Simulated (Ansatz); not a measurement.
System: Sc, space group Im-3m (No. 229) (one of a set of cubic test structures, which need not be the stable phase).

One of the inputs:
```
crystal:
  lattice:
    - [-1.8391687526, 1.8391687526, 1.8391687526]
    - [1.8391687526, -1.8391687526, 1.8391687526]
    - [1.8391687526, 1.8391687526, -1.8391687526]
  atoms:
    - { symbol: Sc, position: [0, 0, 0] }
kpoints:
  mp_grid: { grid: [21, 21, 21] }
hamiltonian:
  xc: pbe
  pseudopotentials: { kind: paw, source: ansatz }
scf:
  occupations: { method: fermi_dirac, width: 0.061225619053 }
  convergence: { dr2_threshold: "1e-9 eV" }
  max_iter: 300
output:
  forces: true
  stress: true
```

Command:
```bash
ansatz run input.yaml --threads 1
```

Calculation (Ansatz 0.2.0 development build): equation of state of a cubic crystal from periodic Kohn-Sham density functional theory without spin, third-order Birch-Murnaghan fit to the free energies; pressure corrected for the finite basis. Level: PBE.

structure type bcc; atoms in cell 1; space group number 229; lattice centring body-centred primitive; k mesh 21×21×21; occupation method Fermi–Dirac; occupation width 0.06123 eV; wave cutoff 610 eV; datasets hand-made PAW; density tolerance 1e−09 eV; bands 10; density cutoff ratio 4; search for lower states default.

Describe the result: the energy above the lowest point and pressure against volume. The volume takes the values 23.39, 23.89, 24.39, 24.88, 25.38, 25.88, 26.38 Å³/atom.

A third-order Birch–Murnaghan fit gives V0 = 24.89 Å³/atom, B0 = 53 GPa and B′ = 3.2. The energy above the lowest point is 16.2 meV/atom at volume 23.39 Å³/atom and 13.6 meV/atom at 26.38 Å³/atom; the lowest computed point is at volume 24.88 Å³/atom (0.0 meV/atom), in a single well. The pressure falls from 3.623 GPa at volume 23.39 Å³/atom to −2.804 GPa at 26.38 Å³/atom, and changes sign near 24.88 Å³/atom.

```tsv
volume (Å³/atom)	energy above the lowest point (meV/atom)	pressure (GPa)
23.39	16.2	3.623
23.89	7.0	2.312
24.39	1.7	1.108
24.88	0.0	0.000
25.38	1.6	-1.014
25.88	6.2	-1.948
26.38	13.6	-2.804
```

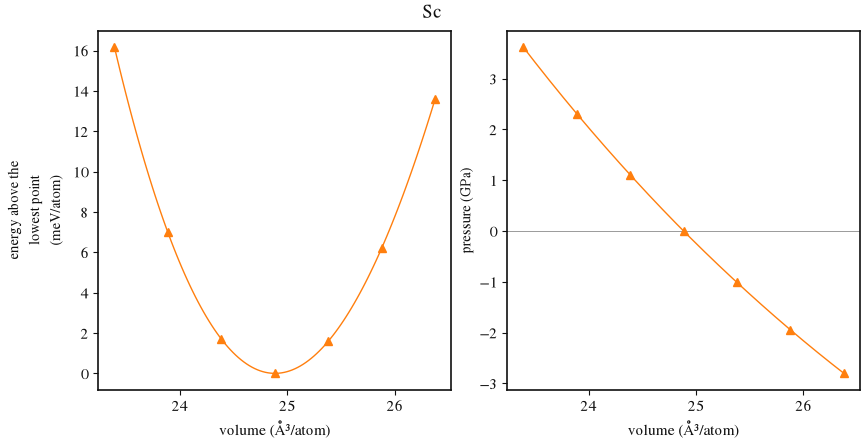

Note: cubic model structure, not the ambient form; no spin polarisation, a magnetic state may lie lower.
